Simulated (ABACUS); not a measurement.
**Run report: HgTe, band-structure run (part 2 of 2)**

The same run, continued: HgTe (F-43m, 2 atoms in the cell); Kohn-Sham DFT of a periodic cell, r2SCAN, SG15 ONCV 1.2 PBE, no spin polarisation (ABACUS 3.10.1); cutoff 1306.15 eV, 4×4×4 k-mesh, fermi-dirac of 0.05 eV. The structure derives from an entry of the Crystallography Open Database.

Geometry of the input (Å; fractional positions):
```
0.0000  3.2145  3.2145
3.2145  0.0000  3.2145
3.2145  3.2145  0.0000
Hg 0.0000  0.0000  0.0000
Te 0.2500  0.2500  0.2500
```

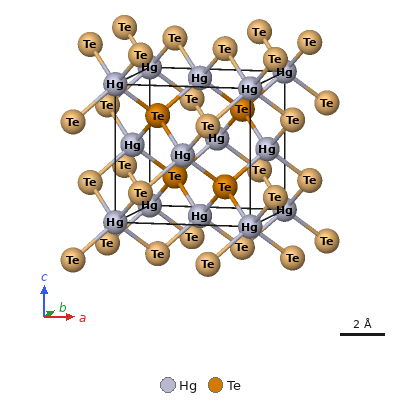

The structure as given in the input (ball-and-stick view of the cell 4 times as large as that of the calculation, set on its symmetry axes, seen slightly off an axis; neighbours outside the cell are drawn fainter). An atom can appear more than once, as a periodic image.

### Output, continued
```
 PARALLEL PW FOR WAVE FUNCTIONS
     PROC   COLUMNS(POT)             PW
        1            136           2097
        2            137           2099
        3            137           2099
        4            137           2098
 --------------- sum -------------------
        4            547           8393

 SETUP NONLOCAL PSEUDOPOTENTIALS IN PLANE WAVE BASIS
 Hg non-local projectors:
 projector 1 L=0
 projector 2 L=0
 projector 3 L=1
 projector 4 L=1
 projector 5 L=2
 projector 6 L=2
 projector 7 L=3
 projector 8 L=3
 Te non-local projectors:
 projector 1 L=0
 projector 2 L=0
 projector 3 L=1
 projector 4 L=1
 projector 5 L=2
 projector 6 L=2
      TOTAL NUMBER OF NONLOCAL PROJECTORS = 50

 Init Non-Local PseudoPotential table :
 Init Non-Local-Pseudopotential done.

                                     npwx = 1791

 -------------------------------------------
 SELF-CONSISTENT
 -------------------------------------------
                                 init_chg = atomic

 PW ALGORITHM --------------- ION=   1  ELEC=   1--------------------------------
 Notice: Threshold on eigenvalues was too large.
 hsover_error=0.36 > DRHO=0.064533
 Origin diag ethr = 0.01
 New diag ethr = 0.000179258

 Density error is 0.0635149340301
                          Error Threshold = 0.000179258345926
----------------------------------------------------------
     Energy           Rydberg                 eV
----------------------------------------------------------
 E_KohnSham     -484.1673774881      -6587.4351195553
 E_Harris       -485.4719573297      -6605.1848388968
 E_Fermi        0.6603972425         8.9851654408
----------------------------------------------------------

 PW ALGORITHM --------------- ION=   1  ELEC=   2--------------------------------

 Density error is 0.0122109786828
                          Error Threshold = 0.000176430372306
----------------------------------------------------------
     Energy           Rydberg                 eV
----------------------------------------------------------
 E_KohnSham     -484.2304577843      -6588.2933710143
 E_Harris       -482.1286519417      -6559.6968354665
 E_Fermi        0.6722488241         9.1464144819
----------------------------------------------------------

 PW ALGORITHM --------------- ION=   1  ELEC=   3--------------------------------

 Density error is 0.000343202661531
                          Error Threshold = 3.39193852301e-05
----------------------------------------------------------
     Energy           Rydberg                 eV
----------------------------------------------------------
 E_KohnSham     -484.2487201610      -6588.5418433977
 E_Harris       -484.1619593777      -6587.3614023819
 E_Fermi        0.6731302917         9.1584074637
----------------------------------------------------------

 PW ALGORITHM --------------- ION=   1  ELEC=   4--------------------------------

 Density error is 4.28849568757e-05
                          Error Threshold = 9.53340726475e-07
----------------------------------------------------------
     Energy           Rydberg                 eV
----------------------------------------------------------
 E_KohnSham     -484.2495909658      -6588.5536913037
 E_Harris       -484.2213854536      -6588.1699356229
 E_Fermi        0.6739141977         9.1690730522
----------------------------------------------------------

 PW ALGORITHM --------------- ION=   1  ELEC=   5--------------------------------

 Density error is 2.74862389993e-06
                          Error Threshold = 1.1912488021e-07
----------------------------------------------------------
     Energy           Rydberg                 eV
----------------------------------------------------------
 E_KohnSham     -484.2496429783      -6588.5543989706
 E_Harris       -484.2473808473      -6588.5236210997
 E_Fermi        0.6739456508         9.1695009928
----------------------------------------------------------

 PW ALGORITHM --------------- ION=   1  ELEC=   6--------------------------------

 Density error is 7.95552985122e-08
                          Error Threshold = 7.63506638868e-09
----------------------------------------------------------
     Energy           Rydberg                 eV
----------------------------------------------------------
 E_KohnSham     -484.2496448430      -6588.5544243411
 E_Harris       -484.2552720043      -6588.6309857987
 E_Fermi        0.6739518771         9.1695857057
----------------------------------------------------------

 PW ALGORITHM --------------- ION=   1  ELEC=   7--------------------------------

 Density error is 5.80518968483e-09
                          Error Threshold = 2.20986940312e-10
----------------------------------------------------------
     Energy           Rydberg                 eV
----------------------------------------------------------
 E_KohnSham     -484.2496448977      -6588.5544250849
 E_KS(sigma->0) -484.2495351751      -6588.5529322325
 E_Harris       -484.2506992283      -6588.5687699884
 E_band         -56.9009273605       -774.1768335862
 E_one_elec     -303.8235644107      -4133.7316626557
 E_Hartree      154.6659827332       2104.3386519414
 E_xc           -45.2824549673       -616.0994069843
 E_Ewald        -289.8093888077      -3943.0590216816
 E_entropy(-TS) -0.0002194452        -0.0029857047
 E_descf        0.0000000000         0.0000000000
 E_exx          0.0000000000         0.0000000000
 E_Fermi        0.6738953743         9.1688169466
----------------------------------------------------------

 charge density convergence is achieved
 final etot is -6588.5544251 eV
 EFERMI = 9.1688169466 eV
The vacuum level is 12.501274128 eV

 STATE ENERGY(eV) AND OCCUPATIONS    NSPIN == 1
 1/8 kpoint (Cartesian) = 0.0000 0.0000 0.0000 (1778 pws)
       1       -108.921      0.0312500
       2       -56.1983      0.0312500
       3       -56.1983      0.0312500
       4       -56.1983      0.0312500
       5       -27.1162      0.0312500
       6       -27.1162      0.0312500
       7       -27.1162      0.0312500
       8       -27.1001      0.0312500
       9       -27.1001      0.0312500
      10       -3.52228      0.0312500
      11        1.52706      0.0312500
      12        1.52706      0.0312500
      13        1.52706      0.0312500
      14        2.12408      0.0312500
      15        2.12408      0.0312500
      16        8.53094      0.0312499
      17        9.13415      0.0208344
      18        9.13415      0.0208344
      19        9.13415      0.0208344
      20        13.8874    3.23194e-43
      21        13.8874    3.23194e-43
      22        13.8874    3.23194e-43
      23        16.0346    7.23081e-62
      24        19.6935        0.00000
      25        19.6935        0.00000
      26        19.7326        0.00000
      27        19.7326        0.00000
      28        19.7326        0.00000

 2/8 kpoint (Cartesian) = 0.038886 0.038886 0.038886 (1791 pws)
       1       -108.921       0.250000
       2       -56.1984       0.250000
       3       -56.1983       0.250000
       4       -56.1983       0.250000
       5       -27.1165       0.250000
       6       -27.1160       0.250000
       7       -27.1160       0.250000
       8       -27.1000       0.250000
       9       -27.1000       0.250000
      10       -3.23693       0.250000
      11        1.60482       0.250000
      12        1.60482       0.250000
      13        1.69554       0.250000
      14        2.12341       0.250000
      15        2.12341       0.250000
      16        5.67237       0.250000
      17        8.57141       0.249998
      18        8.57141       0.249998
      19        10.1908    3.31956e-10
      20        14.4243    5.61421e-47
      21        14.5416    5.37285e-48
      22        14.5416    5.37285e-48
      23        17.4202    5.33872e-73
      24        18.4107    1.32977e-81
      25        18.4107    1.32977e-81
      26        20.3948        0.00000
      27        23.1085        0.00000
      28        23.1085        0.00000

 3/8 kpoint (Cartesian) = 0.077773 0.077773 0.077773 (1786 pws)
       1       -108.921       0.125000
       2       -56.1985       0.125000
       3       -56.1984       0.125000
       4       -56.1984       0.125000
       5       -27.1167       0.125000
       6       -27.1158       0.125000
       7       -27.1158       0.125000
       8       -27.0998       0.125000
       9       -27.0998       0.125000
      10       -2.92241       0.125000
      11        1.66639       0.125000
      12        1.66639       0.125000
      13        2.14781       0.125000
      14        2.14781       0.125000
      15        2.43856       0.125000
      16        3.41216       0.125000
      17        8.10440       0.125000
      18        8.10440       0.125000
      19        10.0410    3.32005e-09
      20        14.7073    9.78692e-50
      21        14.7073    9.78692e-50
      22        16.3277    8.22948e-64
      23        17.5342    2.73116e-74
      24        20.0513        0.00000
      25        20.0513        0.00000
      26        21.0777        0.00000
      27        22.0415        0.00000
      28        22.0415        0.00000

 4/8 kpoint (Cartesian) = 0.0000 0.0000 0.077773 (1783 pws)
       1       -108.921       0.187500
       2       -56.1984       0.187500
       3       -56.1984       0.187500
       4       -56.1984       0.187500
       5       -27.1168       0.187500
       6       -27.1158       0.187500
       7       -27.1158       0.187500
       8       -27.1001       0.187500
       9       -27.0997       0.187500
      10       -3.13919       0.187500
      11        1.59671       0.187500
      12        1.69924       0.187500
      13        1.69924       0.187500
      14        2.09643       0.187500
      15        2.15745       0.187500
      16        5.67220       0.187500
      17        7.77081       0.187500
      18        7.77081       0.187500
      19        11.3116    4.58477e-20
      20        12.4487    6.08561e-30
      21        15.9212    4.19029e-60
      22        15.9212    4.19029e-60
      23        16.4254    1.74901e-64
      24        19.8793        0.00000
      25        19.9721        0.00000
      26        21.5544        0.00000
      27        21.5544        0.00000
      28        21.9882        0.00000

 5/8 kpoint (Cartesian) = 0.038886 0.038886 0.11666 (1773 pws)
       1       -108.921       0.750000
       2       -56.1985       0.750000
       3       -56.1984       0.750000
       4       -56.1984       0.750000
       5       -27.1169       0.750000
       6       -27.1159       0.750000
       7       -27.1156       0.750000
       8       -27.1000       0.750000
       9       -27.0996       0.750000
      10       -2.82085       0.750000
      11        1.70761       0.750000
      12        1.78868       0.750000
      13        1.98263       0.750000
      14        2.16048       0.750000
      15        2.41108       0.750000
      16        3.83729       0.750000
      17        6.61409       0.750000
      18        7.37680       0.750000
      19        11.5658    1.13458e-21
      20        13.5371    8.55613e-39
      21        15.6729    2.40708e-57
      22        16.2894    1.06332e-62
      23        18.5160    4.85466e-82
      24        20.3778        0.00000
      25        20.4971        0.00000
      26        21.3829        0.00000
      27        22.3157        0.00000
      28        24.7638        0.00000

 6/8 kpoint (Cartesian) = 0.0000 0.077773 0.077773 (1785 pws)
       1       -108.921       0.375000
       2       -56.1984       0.375000
       3       -56.1984       0.375000
       4       -56.1984       0.375000
       5       -27.1165       0.375000
       6       -27.1161       0.375000
       7       -27.1158       0.375000
       8       -27.0998       0.375000
       9       -27.0998       0.375000
      10       -2.92854       0.375000
      11        1.70239       0.375000
      12        1.70315       0.375000
      13        2.00969       0.375000
      14        2.10588       0.375000
      15        2.21004       0.375000
      16        4.37447       0.375000
      17        6.56151       0.375000
      18        8.08554       0.375000
      19        11.4956    2.30967e-21
      20        14.3393    4.61331e-46
      21        15.0609    2.48821e-52
      22        15.2781    3.23487e-54
      23        18.0098    6.06192e-78
      24        19.2100        0.00000
      25        20.3894        0.00000
      26        21.4137        0.00000
      27        21.9259        0.00000
      28        25.2352        0.00000

[... levels at 2 further k points ...]

------------------------------------------------------------------------------------------
 TOTAL-FORCE (eV/Angstrom)
------------------------------------------------------------------------------------------
                       Hg1         0.0000000000         0.0000000000         0.0000000000
                       Te1         0.0000000000         0.0000000000         0.0000000000
------------------------------------------------------------------------------------------

----------------------------------------------------------------
 TOTAL-STRESS (KBAR)
----------------------------------------------------------------
        29.9683526805        -0.0000000000        -0.0000000000
        -0.0000000000        29.9683526805         0.0000000000
        -0.0000000000         0.0000000000        29.9683526805
----------------------------------------------------------------
 TOTAL-PRESSURE: 29.968353 KBAR

 --------------------------------------------
 !FINAL_ETOT_IS -6588.5544250849170567 eV
 --------------------------------------------
```

### Standard output
```
ABACUS v3.10.1

               Atomic-orbital Based Ab-initio Computation at UStc

 dft_functional readin is: MGGA_X_R2SCAN+MGGA_C_R2SCAN
 dft_functional in pseudopot file is: PBE
 Please make sure this is what you need
 dft_functional readin is: MGGA_X_R2SCAN+MGGA_C_R2SCAN
 dft_functional in pseudopot file is: PBE
 Please make sure this is what you need

%%%%%%%%%%%%%%%%%%%%%%%%%%%%%%%%%%%%%%%%%%%%%%%%%%%%%%%%%%%%%%%%%%%%%%%%%%%%%%%%%%%%%%%%%%%%%%%%%%%%%%%%%
 Warning: the number of valence electrons in pseudopotential > 12 for Hg: [Xe] 4f14 5d10 6s2
 Warning: the number of valence electrons in pseudopotential > 6 for Te: [Kr] 4d10 5s2 5p4
 Pseudopotentials with additional electrons can yield (more) accurate outcomes, but may be less efficient.
 If you're confident that your chosen pseudopotential is appropriate, you can safely ignore this warning.
%%%%%%%%%%%%%%%%%%%%%%%%%%%%%%%%%%%%%%%%%%%%%%%%%%%%%%%%%%%%%%%%%%%%%%%%%%%%%%%%%%%%%%%%%%%%%%%%%%%%%%%%%

 UNIFORM GRID DIM        : 54 * 54 * 54
 UNIFORM GRID DIM(BIG)   : 54 * 54 * 54
func,idMGGA_X_R2SCAN 497
func,idMGGA_C_R2SCAN 498
 ---------------------------------------------------------
 Self-consistent calculations for electrons
 ---------------------------------------------------------
 SPIN    KPOINTS         PROCESSORS  THREADS
 1       8               4           4
 ---------------------------------------------------------
 Use plane wave basis
 ---------------------------------------------------------
 ELEMENT NATOM       XC
 Hg      1
 Te      1
 ---------------------------------------------------------
 Initial plane wave basis and FFT box
 ---------------------------------------------------------
 -------------------------------------------
 SELF-CONSISTENT :
 -------------------------------------------
 START CHARGE      : atomic
 ITER       ETOT/eV          EDIFF/eV         DRHO         DKIN     TIME/s
 DA1     -6.58743512e+03   0.00000000e+00   6.3515e-02   5.6498e-01   7.94
 DA2     -6.58829337e+03  -8.58251459e-01   1.2211e-02   2.7353e-01   2.59
 DA3     -6.58854184e+03  -2.48472383e-01   3.4320e-04   4.2272e-02   2.69
 DA4     -6.58855369e+03  -1.18479060e-02   4.2885e-05   1.1909e-02   3.76
 DA5     -6.58855440e+03  -7.07666818e-04   2.7486e-06   2.8680e-03   3.42
 DA6     -6.58855442e+03  -2.53705371e-05   7.9555e-08   8.7090e-05   3.03
 DA7     -6.58855443e+03  -7.43825976e-07   5.8052e-09   1.0990e-04   3.04
----------------------------------------------------------------
 TOTAL-STRESS (KBAR)
----------------------------------------------------------------
        29.9683526805        -0.0000000000        -0.0000000000
        -0.0000000000        29.9683526805         0.0000000000
        -0.0000000000         0.0000000000        29.9683526805
----------------------------------------------------------------
 TOTAL-PRESSURE: 29.968353 KBAR
```

### Summary

```csv
quantity,value
outcome,converged
space group (tolerance 0.01 Å),F-43m (216)
electrons treated,36
free energy,−6588.5544 eV
Fermi energy,9.169 eV
gap on the k-point mesh,none (metallic)
pressure,3.00 GPa
largest force (length of the vector),under 0.001 eV/Å
hardware,"4 threads of Intel Xeon (Granite Rapids), 32 GiB of memory available, shared host"
wall time,29 s (CPU time 1.9 min)
peak memory,0.36 GiB
```

Spin–orbit coupling is left out, which matters for Hg.
